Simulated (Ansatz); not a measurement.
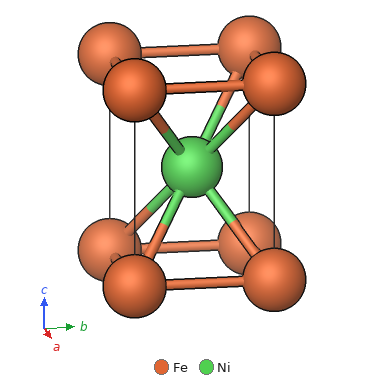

System: FeNi, space group P4/mmm (No. 123). The picture shows the cell.

Starting cell:
```yaml
crystal:
  lattice:
    - [2.46797, 0.00000, 0.00000]
    - [0.00000, 2.46797, 0.00000]
    - [0.00000, 0.00000, 3.53343]
  atoms:
    - { symbol: Fe, position: [0.00000, 0.00000, 0.00000] }
    - { symbol: Ni, position: [0.50000, 0.50000, 0.50000] }
```

Input of one of the runs behind the figure:
```
crystal:
  lattice:
    - [2.4679670255, 0.0, 0.0]
    - [0.0, 2.4679670255, 0.0]
    - [0.0, 0.0, 3.5334303322]
  atoms:
    - { symbol: Fe, position: [0.0, 0.0, 0.0], spin: 2.78 }
    - { symbol: Ni, position: [0.5, 0.5, 0.5], spin: 0.75 }
basis:
  ecutwfc: 420
kpoints:
  mp_grid: { grid: [16, 16, 12] }
hamiltonian:
  xc: pbesol
scf:
  occupations: { method: gaussian, width: 0.2 }
output:
  eigenvalues: true
  populations: true
magnetization:
  spin_polarized: true
phonons:
  method: dfpt
  eigenvectors: true
```

Run as:
```bash
ansatz run input.yaml --threads 1 --pin off --max-ram 3072MiB --backend cpu --events-out ev --progress --plain --runs-dir out
```

Computed with Ansatz 0.2.0: mode Grüneisen parameters, minus d ln(frequency) over d ln(volume), from cells at 0.98 and 1.02 times the rest volume with shape and atoms relaxed, modes matched by rank; plane waves with PAW datasets, Γ-centred k mesh. Level: PBEsol, collinear spin. The state reached is ferromagnetic.

- wave cutoff: 420 eV
- k mesh: 16×16×12
- occupations: Gaussian
- smearing width: 0.2 eV
- phonon method: linear response
- q mesh: 1×1×1

Predict the mode Grüneisen parameters against frequency.

They run from 1.64 to 1.90; none is negative, so every mode shown stiffens under compression.

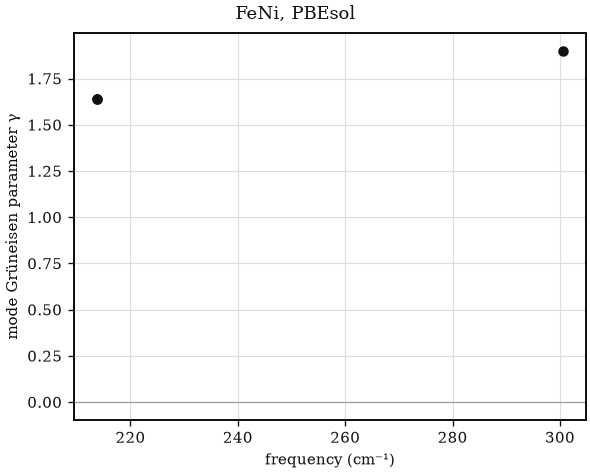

Keep in mind: metal sensitive to the k mesh.
